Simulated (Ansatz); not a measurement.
**Single-point calculation of TaN (part 3 of 4)**

Continued. System: TaN (2 atoms in the cell). Method: DFT r2SCAN+U+J, scalar-relativistic, plane waves, PAW, U = 4 eV, J = 0.9 eV on Ta atom 1 d, spin-polarised (Ansatz 0.2.0); cutoff 500 eV, 7×7×7 k-mesh, Gaussian smearing of 0.05 eV, collinear spins. The structure was built on a prototype by a generator; it need not be a known phase. It belongs to a series of runs on one base structure; here: from atoms, default search.

Geometry of the input (Å; fractional positions):
```
0.0000  2.4911  2.4911
2.4911  0.0000  2.4911
2.4911  2.4911  0.0000
Ta 0.0000  0.0000  0.0000
N  0.2500  0.2500  0.2500
```

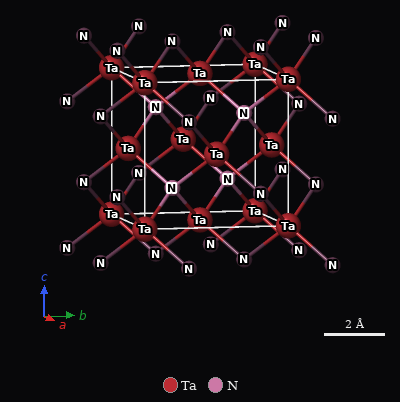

**Figure 1.** The input geometry (ball-and-stick view of the cell 4 times as large as that of the calculation, set on its symmetry axes, seen slightly off an axis; neighbours outside the cell are drawn fainter).

The program's output, continued:
```
SCF iter  52: F=-10326.894880 eV  HF=-10326.894873 eV  |F-HF|=7.47e-6  |Δ(HF+E_count)|=   4.12e-5  Δρ=1.15e-4 (↑1.15e-4 ↓9.28e-5)  dr2=7.87e-7  dr2_τ=3.94e-7  dr2_m=2.96e-6  M=0.439 μB ∫|m|=0.605 μB  β_m=1.20  ethr=4.19e-9  ⟨swp⟩=3.1  Hψ=1131  notcnv=0  defer=32  κ⁻¹=1.4e-8(r=8)
SCF iter  53: F=-10326.894873 eV  HF=-10326.894865 eV  |F-HF|=7.95e-6  |Δ(HF+E_count)|=   8.10e-6  Δρ=1.18e-4 (↑1.18e-4 ↓9.58e-5)  dr2=8.31e-7  dr2_τ=4.19e-7  dr2_m=3.15e-6  M=0.440 μB ∫|m|=0.606 μB  β_m=1.20  ethr=4.19e-9  ⟨swp⟩=2.0  Hψ=893  notcnv=0  defer=32  κ⁻¹=2.2e-8(r=8)
SCF iter  54: F=-10326.894834 eV  HF=-10326.894817 eV  |F-HF|=1.76e-5  |Δ(HF+E_count)|=   4.82e-5  Δρ=1.76e-4 (↑1.76e-4 ↓1.42e-4)  dr2=1.85e-6  dr2_τ=9.26e-7  dr2_m=6.95e-6  M=0.442 μB ∫|m|=0.612 μB  β_m=1.20  ethr=4.19e-9  ⟨swp⟩=3.1  Hψ=1136  notcnv=0  defer=32  κ⁻¹=7.1e-8(r=8)
SCF iter  55: F=-10326.894858 eV  HF=-10326.894848 eV  |F-HF|=1.03e-5  |Δ(HF+E_count)|=   3.12e-5  Δρ=1.35e-4 (↑1.35e-4 ↓1.09e-4)  dr2=1.07e-6  dr2_τ=5.44e-7  dr2_m=4.08e-6  M=0.441 μB ∫|m|=0.609 μB  β_m=1.20  ethr=4.19e-9  ⟨swp⟩=3.3  Hψ=1094  notcnv=0  defer=32  κ⁻¹=6.4e-8(r=8)
SCF iter  56: F=-10326.894862 eV  HF=-10326.894853 eV  |F-HF|=9.60e-6  |Δ(HF+E_count)|=   4.86e-6  Δρ=1.30e-4 (↑1.30e-4 ↓1.05e-4)  dr2=9.73e-7  dr2_τ=5.07e-7  dr2_m=3.81e-6  M=0.440 μB ∫|m|=0.608 μB  β_m=1.20  ethr=4.19e-9  ⟨swp⟩=2.1  Hψ=782  notcnv=0  defer=32  κ⁻¹=3.6e-7(r=8)
SCF iter  57: F=-10326.894849 eV  HF=-10326.894837 eV  |F-HF|=1.23e-5  |Δ(HF+E_count)|=   1.56e-5  Δρ=1.47e-4 (↑1.47e-4 ↓1.19e-4)  dr2=1.30e-6  dr2_τ=6.47e-7  dr2_m=4.86e-6  M=0.441 μB ∫|m|=0.610 μB  β_m=1.20  ethr=4.19e-9  ⟨swp⟩=2.0  Hψ=889  notcnv=0  defer=32  κ⁻¹=2.4e-7(r=8)
SCF iter  58: F=-10326.894872 eV  HF=-10326.894864 eV  |F-HF|=7.87e-6  |Δ(HF+E_count)|=   2.68e-5  Δρ=1.18e-4 (↑1.18e-4 ↓9.46e-5)  dr2=8.57e-7  dr2_τ=4.13e-7  dr2_m=3.10e-6  M=0.440 μB ∫|m|=0.606 μB  β_m=1.20  ethr=4.19e-9  ⟨swp⟩=3.4  Hψ=1077  notcnv=0  defer=32  κ⁻¹=3.0e-7(r=8)
SCF iter  59: F=-10326.894841 eV  HF=-10326.894827 eV  |F-HF|=1.46e-5  |Δ(HF+E_count)|=   3.71e-5  Δρ=1.61e-4 (↑1.61e-4 ↓1.29e-4)  dr2=1.58e-6  dr2_τ=7.68e-7  dr2_m=5.77e-6  M=0.442 μB ∫|m|=0.611 μB  β_m=1.20  ethr=4.19e-9  ⟨swp⟩=3.6  Hψ=1131  notcnv=0  defer=32  κ⁻¹=2.8e-7(r=8)
SCF iter  60: F=-10326.894856 eV  HF=-10326.894846 eV  |F-HF|=1.04e-5  |Δ(HF+E_count)|=   1.89e-5  Δρ=1.36e-4 (↑1.36e-4 ↓1.08e-4)  dr2=1.14e-6  dr2_τ=5.43e-7  dr2_m=4.08e-6  M=0.441 μB ∫|m|=0.609 μB  β_m=1.20  ethr=4.19e-9  ⟨swp⟩=2.0  Hψ=890  notcnv=0  defer=32  κ⁻¹=2.7e-7(r=8)
SCF iter  61: F=-10326.894939 eV  HF=-10326.894923 eV  |F-HF|=1.56e-5  |Δ(HF+E_count)|=   7.75e-5  Δρ=1.66e-4 (↑1.66e-4 ↓1.33e-4)  dr2=1.73e-6  dr2_τ=8.13e-7  dr2_m=6.12e-6  M=0.431 μB ∫|m|=0.595 μB  β_m=1.20  ethr=4.19e-9  ⟨swp⟩=3.6  Hψ=1241  notcnv=0  defer=32  κ⁻¹=2.5e-7(r=8)
SCF iter  62: F=-10326.894839 eV  HF=-10326.894824 eV  |F-HF|=1.50e-5  |Δ(HF+E_count)|=   9.86e-5  Δρ=1.63e-4 (↑1.63e-4 ↓1.30e-4)  dr2=1.66e-6  dr2_τ=7.81e-7  dr2_m=5.87e-6  M=0.442 μB ∫|m|=0.612 μB  β_m=1.20  ethr=4.19e-9  ⟨swp⟩=3.5  Hψ=1273  notcnv=0  defer=32  κ⁻¹=3.4e-7(r=8)
SCF iter  63: F=-10326.894889 eV  HF=-10326.894881 eV  |F-HF|=7.15e-6  |Δ(HF+E_count)|=   5.69e-5  Δρ=1.12e-4 (↑1.12e-4 ↓8.94e-5)  dr2=7.92e-7  dr2_τ=3.70e-7  dr2_m=2.79e-6  M=0.438 μB ∫|m|=0.603 μB  β_m=1.20  ethr=4.19e-9  ⟨swp⟩=3.4  Hψ=1231  notcnv=0  defer=32  κ⁻¹=8.0e-7(r=8)
SCF iter  64: F=-10326.894867 eV  HF=-10326.894859 eV  |F-HF|=8.41e-6  |Δ(HF+E_count)|=   2.24e-5  Δρ=1.22e-4 (↑1.22e-4 ↓9.80e-5)  dr2=8.88e-7  dr2_τ=4.41e-7  dr2_m=3.31e-6  M=0.440 μB ∫|m|=0.607 μB  β_m=1.20  ethr=4.19e-9  ⟨swp⟩=3.2  Hψ=1067  notcnv=0  defer=32  κ⁻¹=4.9e-7(r=8)
SCF iter  65: F=-10326.894865 eV  HF=-10326.894856 eV  |F-HF|=8.71e-6  |Δ(HF+E_count)|=   2.50e-6  Δρ=1.24e-4 (↑1.24e-4 ↓9.98e-5)  dr2=9.30e-7  dr2_τ=4.58e-7  dr2_m=3.44e-6  M=0.440 μB ∫|m|=0.608 μB  β_m=1.20  ethr=4.19e-9  ⟨swp⟩=1.3  Hψ=541  notcnv=0  defer=32  κ⁻¹=1.3e-6(r=8)
SCF iter  66: F=-10326.894888 eV  HF=-10326.894881 eV  |F-HF|=7.30e-6  |Δ(HF+E_count)|=   2.46e-5  Δρ=1.13e-4 (↑1.13e-4 ↓9.09e-5)  dr2=7.81e-7  dr2_τ=3.81e-7  dr2_m=2.86e-6  M=0.438 μB ∫|m|=0.603 μB  β_m=1.20  ethr=4.19e-9  ⟨swp⟩=3.4  Hψ=1090  notcnv=0  defer=32  κ⁻¹=5.1e-7(r=8)
SCF iter  67: F=-10326.894877 eV  HF=-10326.894869 eV  |F-HF|=7.43e-6  |Δ(HF+E_count)|=   1.18e-5  Δρ=1.14e-4 (↑1.14e-4 ↓9.18e-5)  dr2=7.85e-7  dr2_τ=3.88e-7  dr2_m=2.91e-6  M=0.439 μB ∫|m|=0.605 μB  β_m=1.20  ethr=4.19e-9  ⟨swp⟩=2.0  Hψ=890  notcnv=0  defer=32  κ⁻¹=2.6e-7(r=8)
SCF iter  68: F=-10326.894929 eV  HF=-10326.894916 eV  |F-HF|=1.33e-5  |Δ(HF+E_count)|=   4.63e-5  Δρ=1.53e-4 (↑1.53e-4 ↓1.23e-4)  dr2=1.42e-6  dr2_τ=6.98e-7  dr2_m=5.24e-6  M=0.432 μB ∫|m|=0.596 μB  β_m=1.20  ethr=4.19e-9  ⟨swp⟩=3.1  Hψ=1149  notcnv=0  defer=32  κ⁻¹=5.5e-7(r=8)
SCF iter  69: F=-10326.894842 eV  HF=-10326.894827 eV  |F-HF|=1.45e-5  |Δ(HF+E_count)|=   8.83e-5  Δρ=1.60e-4 (↑1.60e-4 ↓1.29e-4)  dr2=1.55e-6  dr2_τ=7.62e-7  dr2_m=5.73e-6  M=0.442 μB ∫|m|=0.611 μB  β_m=1.20  ethr=4.19e-9  ⟨swp⟩=3.4  Hψ=1257  notcnv=0  defer=32  κ⁻¹=5.2e-7(r=8)
SCF iter  70: F=-10326.894822 eV  HF=-10326.894800 eV  |F-HF|=2.21e-5  |Δ(HF+E_count)|=   2.70e-5  Δρ=1.98e-4 (↑1.98e-4 ↓1.58e-4)  dr2=2.37e-6  dr2_τ=1.16e-6  dr2_m=8.69e-6  M=0.442 μB ∫|m|=0.614 μB  ethr=4.19e-9  ⟨swp⟩=2.3  Hψ=958  notcnv=0  defer=32
Mixer restart at iter 70: flushing history
iter 71 has the input of iteration 38 again, and its energy change is against the last iteration that had it
SCF iter  71: F=-10326.895093 eV  HF=-10326.895019 eV  |F-HF|=7.44e-5  |Δ(HF+E_count)|=   2.78e-9  Δρ=3.63e-4 (↑3.63e-4 ↓2.92e-4)  dr2=7.92e-6  dr2_τ=3.92e-6  dr2_m=2.95e-5  M=0.418 μB ∫|m|=0.581 μB  ethr=4.19e-9  ⟨swp⟩=4.3  Hψ=4406  notcnv=0
Mixer restart at iter 71: flushing history
iteration 71: the SCF's residuals had fallen too slowly under its mixing. It goes on by minimising its free energy, and can end on another state than longer mixing would; under `scf.algorithm: density_mixing` no SCF does so, but by `scf.convergence.dm_fallback`
SCF iter  72: F=—  HF=-10326.901604 eV  |F-HF|=—  |Δ(HF+E_count)|=   6.58e-3  Δρ=5.13e-4 (↑5.13e-4 ↓4.08e-4)  dr2=1.41e-4  dr2_τ=1.37e-5  dr2_m=3.69e-5  M=0.303 μB ∫|m|=0.445 μB  ethr=4.19e-9  ⟨swp⟩=3.8  Hψ=4529  notcnv=0
SCF iter  73: F=—  HF=-10326.901649 eV  |F-HF|=—  |Δ(HF+E_count)|=   4.57e-5  Δρ=8.83e-5 (↑8.32e-5 ↓8.83e-5)  dr2=1.95e-6  dr2_τ=3.96e-7  dr2_m=1.56e-6  M=0.303 μB ∫|m|=0.437 μB  ethr=4.19e-9  ⟨swp⟩=3.5  Hψ=2906  notcnv=0
SCF iter  74: F=—  HF=-10326.901654 eV  |F-HF|=—  |Δ(HF+E_count)|=   4.96e-6  Δρ=1.61e-5 (↑1.61e-5 ↓6.00e-6)  dr2=5.41e-8  dr2_τ=4.54e-9  dr2_m=2.74e-8  M=0.303 μB ∫|m|=0.435 μB  ethr=5.56e-10  ⟨swp⟩=8.5  Hψ=3738  notcnv=0
SCF iter  75: F=—  HF=-10326.901654 eV  |F-HF|=—  |Δ(HF+E_count)|=   7.23e-8  Δρ=1.80e-6 (↑1.39e-6 ↓1.80e-6)  dr2=2.24e-10  dr2_τ=1.10e-10  dr2_m=6.35e-10  M=0.303 μB ∫|m|=0.434 μB  ethr=3.01e-10  ⟨swp⟩=6.0  Hψ=3074  notcnv=0
SCF iter  76: F=-10326.901654 eV  HF=-10326.901654 eV  |F-HF|=1.82e-11  |Δ(HF+E_count)|=   1.74e-9  Δρ=2.66e-7 (↑2.66e-7 ↓1.61e-7)  dr2=1.24e-11  dr2_τ=1.67e-12  dr2_m=1.11e-11  M=0.303 μB ∫|m|=0.434 μB  ethr=1.25e-12  ⟨swp⟩=4.5  Hψ=2616  notcnv=0
SCF iter  77: F=-10326.901654 eV  HF=-10326.901654 eV  |F-HF|=1.64e-11  |Δ(HF+E_count)|=    0.00e0  Δρ=2.66e-7 (↑2.66e-7 ↓1.61e-7)  dr2=1.24e-11  dr2_τ=1.67e-12  dr2_m=1.11e-11  M=0.303 μB ∫|m|=0.434 μB  ethr=1.00e-12  ⟨swp⟩=4.4  Hψ=2642  notcnv=0
SCF 1 converged in 77 iterations: F = -10326.901654 eV  dr2 = 1.24e-11
  greatest PAW one-centre occupation: 0.998 electrons in one spin orbital (limit 2), on the Ta atom at site 0 (counted from 0), in its partial waves of l = 0
Symmetry: 8 space group operations
k-points: 40 of 343 (time reversal used)
Initial density: read from a saved state, or passed on in memory by an earlier SCF of this step, an earlier step, the calling program or the single point that the run made first
Starting moments: Σ|m| = 2 μB on 1 of 2 sites; this step starts from the density that it was given
Initial wavefunctions: those read from a saved state, or passed on in memory by an earlier step or the calling program
iter 1 solved again at ethr=1.00e-12 eV; its pass at ethr=5.56e-6 eV (dr2=1.24e-11 eV) is discarded
SCF iter   1: F=-10326.901654 eV  HF=-10326.901654 eV  |F-HF|=2.18e-11  |Δ(HF+E_count)|=         —  Δρ=2.66e-7 (↑2.66e-7 ↓1.61e-7)  dr2=1.24e-11  dr2_τ=1.67e-12  dr2_m=1.11e-11  M=0.303 μB ∫|m|=0.434 μB  ethr=1.00e-12  ⟨swp⟩=1.0  Hψ=7216  notcnv=0
preconditioner: auto → none  [insulator: Δε(μ)=0.083 eV  Ē_g=10.397 eV  σ=0.050 eV  W_gap=0.53  n_scr=8 (ndim 8)  ℏωp=21.1 eV  f_vac=0.000  D(μ)=1.70/eV (n_scr^D=14)  ε∞_Penn≈5.1]
SCF iter   2: F=-10326.918354 eV  HF=-10326.918052 eV  |F-HF|=3.01e-4  |Δ(HF+E_count)|=   1.64e-2  Δρ=1.16e-3 (↑1.16e-3 ↓9.09e-4)  dr2=3.91e-4  dr2_τ=3.07e-5  dr2_m=1.95e-4  M=0.397 μB ∫|m|=0.542 μB  ethr=5.56e-6  ⟨swp⟩=1.0  Hψ=7063  notcnv=0
SCF iter   3: F=-10326.935181 eV  HF=-10326.933987 eV  |F-HF|=1.19e-3  |Δ(HF+E_count)|=   1.59e-2  Δρ=1.77e-3 (↑1.77e-3 ↓6.18e-4)  dr2=5.33e-4  dr2_τ=3.79e-5  dr2_m=2.91e-4  M=0.582 μB ∫|m|=0.736 μB  ethr=3.78e-6  ⟨swp⟩=1.0  Hψ=3623  notcnv=0
SCF iter   4: F=-10326.966767 eV  HF=-10326.966782 eV  |F-HF|=1.52e-5  |Δ(HF+E_count)|=   3.28e-2  Δρ=6.68e-4 (↑3.44e-4 ↓6.68e-4)  dr2=1.21e-4  dr2_τ=9.95e-6  dr2_m=3.89e-5  M=0.847 μB ∫|m|=0.939 μB  ethr=5.56e-6  ⟨swp⟩=1.0  Hψ=3805  notcnv=0
SCF iter   5: F=-10326.966854 eV  HF=-10326.966855 eV  |F-HF|=6.24e-7  |Δ(HF+E_count)|=   7.25e-5  Δρ=1.93e-4 (↑1.93e-4 ↓5.54e-5)  dr2=6.15e-6  dr2_τ=6.50e-7  dr2_m=3.45e-6  M=0.849 μB ∫|m|=0.936 μB  ethr=1.04e-6  ⟨swp⟩=1.0  Hψ=3076  notcnv=0
SCF iter   6: F=-10326.966859 eV  HF=-10326.966859 eV  |F-HF|=7.76e-8  |Δ(HF+E_count)|=   4.45e-6  Δρ=2.92e-5 (↑2.92e-5 ↓1.45e-5)  dr2=2.33e-7  dr2_τ=2.12e-8  dr2_m=1.11e-7  M=0.849 μB ∫|m|=0.935 μB  ethr=6.33e-8  ⟨swp⟩=1.0  Hψ=2983  notcnv=0
SCF iter   7: F=-10326.966859 eV  HF=-10326.966859 eV  |F-HF|=1.80e-9  |Δ(HF+E_count)|=   1.63e-7  Δρ=4.23e-6 (↑1.66e-6 ↓4.23e-6)  dr2=4.85e-9  dr2_τ=3.48e-10  dr2_m=1.69e-9  M=0.849 μB ∫|m|=0.935 μB  ethr=5.56e-10  ⟨swp⟩=1.0  Hψ=2921  notcnv=0
SCF iter   8: F=-10326.966859 eV  HF=-10326.966859 eV  |F-HF|=1.64e-11  |Δ(HF+E_count)|=   2.74e-9  Δρ=7.89e-7 (↑7.89e-7 ↓1.78e-7)  dr2=1.08e-10  dr2_τ=1.08e-11  dr2_m=5.18e-11  M=0.849 μB ∫|m|=0.935 μB  ethr=4.15e-11  ⟨swp⟩=1.0  Hψ=3028  notcnv=0
SCF iter   9: F=-10326.966859 eV  HF=-10326.966859 eV  |F-HF|=3.27e-11  |Δ(HF+E_count)|=    0.00e0  Δρ=7.92e-7 (↑7.92e-7 ↓1.80e-7)  dr2=1.09e-10  dr2_τ=1.09e-11  dr2_m=5.22e-11  M=0.849 μB ∫|m|=0.935 μB  ethr=1.00e-12  ⟨swp⟩=1.0  Hψ=3483  notcnv=0
SCF 2 converged in 9 iterations: F = -10326.966859 eV  dr2 = 1.09e-10
iter 1 solved again at ethr=1.00e-12 eV; its pass at ethr=3.10e-3 eV (dr2=1.08e-10 eV) is discarded
SCF iter   1: F=-10326.966859 eV  HF=-10326.966859 eV  |F-HF|=2.00e-11  |Δ(HF+E_count)|=         —  Δρ=7.92e-7 (↑7.92e-7 ↓1.81e-7)  dr2=1.09e-10  dr2_τ=1.10e-11  dr2_m=5.23e-11  M=0.849 μB ∫|m|=0.935 μB  β_m=1.20  ethr=1.00e-12  ⟨swp⟩=2.2  Hψ=6983  notcnv=0
preconditioner: auto → none  [metal: Δε(μ)=0.039 eV  Ē_g=10.702 eV  σ=0.050 eV  W_gap=0.40  n_scr=8 (ndim 8)  ℏωp=21.1 eV  f_vac=0.000  D(μ)=1.22/eV (n_scr^D=14)]
SCF iter   2: F=-10326.966859 eV  HF=-10326.966859 eV  |F-HF|=1.64e-11  |Δ(HF+E_count)|=  4.37e-11  Δρ=2.18e-7 (↑2.18e-7 ↓1.56e-7)  dr2=1.21e-11  dr2_τ=2.03e-12  dr2_m=4.25e-12  M=0.849 μB ∫|m|=0.935 μB  ethr=1.00e-12  ⟨swp⟩=6.5  Hψ=4770  notcnv=0
SCF 3 converged in 2 iterations: F = -10326.966859 eV  dr2 = 1.21e-11
Symmetry: 4 space group operations
k-points: 64 of 343 (time reversal used)
iter 1 solved again at ethr=1.00e-12 eV; its pass at ethr=5.56e-6 eV (dr2=1.21e-11 eV) is discarded
SCF iter   1: F=-10326.966859 eV  HF=-10326.966859 eV  |F-HF|=5.46e-12  |Δ(HF+E_count)|=         —  Δρ=2.18e-7 (↑2.18e-7 ↓1.56e-7)  dr2=1.21e-11  dr2_τ=2.03e-12  dr2_m=4.25e-12  M=0.849 μB ∫|m|=0.935 μB  ethr=1.00e-12  ⟨swp⟩=1.0  Hψ=11579  notcnv=0
SCF iter   2: F=-10326.966871 eV  HF=-10326.966872 eV  |F-HF|=2.77e-7  |Δ(HF+E_count)|=   1.26e-5  Δρ=1.20e-4 (↑1.20e-4 ↓1.06e-4)  dr2=7.60e-6  dr2_τ=3.62e-7  dr2_m=1.07e-6  M=0.849 μB ∫|m|=0.934 μB  ethr=5.56e-6  ⟨swp⟩=1.0  Hψ=9368  notcnv=0
SCF iter   3: F=-10326.966896 eV  HF=-10326.966899 eV  |F-HF|=2.47e-6  |Δ(HF+E_count)|=   2.69e-5  Δρ=6.26e-5 (↑5.04e-5 ↓6.26e-5)  dr2=3.26e-6  dr2_τ=1.18e-7  dr2_m=1.09e-7  M=0.849 μB ∫|m|=0.933 μB  ethr=6.03e-8  ⟨swp⟩=1.0  Hψ=5261  notcnv=0
SCF iter   4: F=-10326.966900 eV  HF=-10326.966900 eV  |F-HF|=1.22e-8  |Δ(HF+E_count)|=   9.63e-7  Δρ=8.35e-6 (↑4.79e-6 ↓8.35e-6)  dr2=2.75e-8  dr2_τ=2.06e-9  dr2_m=4.15e-9  M=0.849 μB ∫|m|=0.933 μB  ethr=5.56e-10  ⟨swp⟩=1.8  Hψ=5266  notcnv=0
SCF iter   5: F=-10326.966900 eV  HF=-10326.966900 eV  |F-HF|=5.07e-10  |Δ(HF+E_count)|=   9.38e-9  Δρ=1.60e-6 (↑1.60e-6 ↓5.57e-7)  dr2=8.71e-10  dr2_τ=6.67e-11  dr2_m=1.46e-10  M=0.849 μB ∫|m|=0.933 μB  ethr=2.13e-10  ⟨swp⟩=1.0  Hψ=5014  notcnv=0
an SCF along what the orbitals of the run's state read of its open shells (or to have them read: on a GPU, or by another smearing), with 20 of the crystal's symmetry operations given up (64 k-points in place of 20), reached no lower state that the run goes on to. This is no proof of a minimum
k-points: 52 of 343 (time reversal used)
iter 1 solved again at ethr=1.00e-12 eV; its pass at ethr=5.56e-6 eV (dr2=1.21e-11 eV) is discarded
SCF iter   1: F=-10326.966859 eV  HF=-10326.966859 eV  |F-HF|=1.27e-11  |Δ(HF+E_count)|=         —  Δρ=2.18e-7 (↑2.18e-7 ↓1.56e-7)  dr2=1.21e-11  dr2_τ=2.03e-12  dr2_m=4.25e-12  M=0.849 μB ∫|m|=0.935 μB  ethr=1.00e-12  ⟨swp⟩=1.0  Hψ=9394  notcnv=0
SCF iter   2: F=-10326.966857 eV  HF=-10326.966857 eV  |F-HF|=1.84e-7  |Δ(HF+E_count)|=   2.01e-6  Δρ=2.76e-5 (↑2.76e-5 ↓1.75e-5)  dr2=6.67e-7  dr2_τ=1.93e-8  dr2_m=2.15e-8  M=0.849 μB ∫|m|=0.934 μB  ethr=5.56e-6  ⟨swp⟩=1.0  Hψ=7024  notcnv=0
SCF iter   3: F=-10326.966859 eV  HF=-10326.966859 eV  |F-HF|=1.46e-11  |Δ(HF+E_count)|=   1.99e-6  Δρ=2.04e-6 (↑2.04e-6 ↓1.31e-6)  dr2=2.69e-9  dr2_τ=1.20e-10  dr2_m=9.44e-11  M=0.849 μB ∫|m|=0.935 μB  ethr=5.56e-10  ⟨swp⟩=1.1  Hψ=3338  notcnv=0
an SCF along what the orbitals of the run's state read of its open shells (or to have them read: on a GPU, or by another smearing), with 20 of the crystal's symmetry operations given up (52 k-points in place of 20), reached no lower state that the run goes on to. This is no proof of a minimum
iter 1 solved again at ethr=1.00e-12 eV; its pass at ethr=5.56e-6 eV (dr2=1.21e-11 eV) is discarded
```
